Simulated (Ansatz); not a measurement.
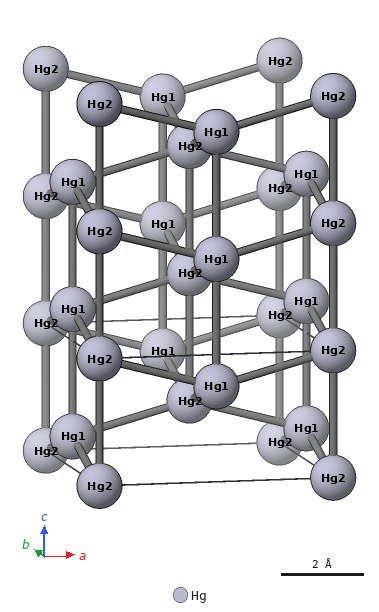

Reference structure: a symmetric starting cell of Hg. Style: ball-and-stick. Shown: the conventional cell (2 times the calculation's cell), repeated 1 × 1 × 3 with one cell outlined, slightly off an axis. Lengths and directions refer to the drawn axes.

Computed with DFT PBEsol, scalar-relativistic, plane waves, PAW (Ansatz). (plane-wave cutoff 420 eV; k-point mesh 16 × 16 × 16; occupations gaussian; smearing width 0.1 eV; no spin polarisation)

The variant: The cell is strained by +2.9 % along c and −6.1 % across it (volume −9.3 %), the atoms keeping their fractional coordinates. No relaxation follows. The starting cell wasn't computed here and needn't be at equilibrium, so pressure and forces aren't due to the change alone.

Input
```yaml
crystal:
  lattice:
    - [-2.7509512448, 2.7509512448, 1.6181093974]
    - [2.7509512448, -2.7509512448, 1.6181093974]
    - [2.7509512448, 2.7509512448, -1.6181093974]
  atoms:
    - { symbol: Hg, position: [0.75, 0.25, 0.5] }
    - { symbol: Hg, position: [0.0, 0.0, 0.0] }
basis:
  ecutwfc: 420
kpoints:
  mp_grid: { grid: [16, 16, 16] }
hamiltonian:
  xc: pbesol
scf:
  occupations: { method: gaussian, width: 0.1 }
output:
  forces: true
  stress: true
  eigenvalues: true
```

**What does the calculation give for the changed structure?**

Near-neighbour distances before and after: Hg–Hg 3.033 → 2.867 Å, Hg–Hg 3.145 → 3.236 Å. The space group stays I4_1/amd (No. 141). The pressure is 1.5 GPa (not all of it need come from the change, since the unchanged cell can be under pressure at this level too). The principal stresses (compression positive) are −0.7 GPa along c and 2.7 GPa across it. All forces vanish by symmetry.

Drawn alike, the variant:

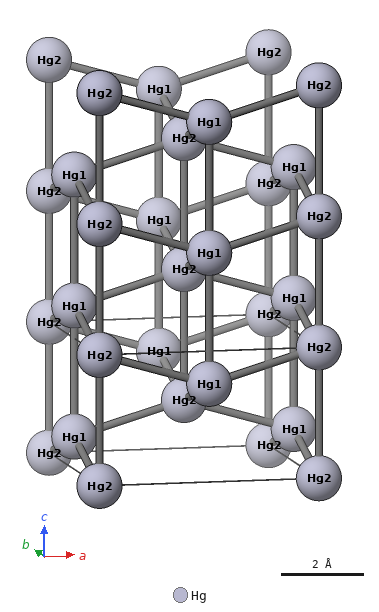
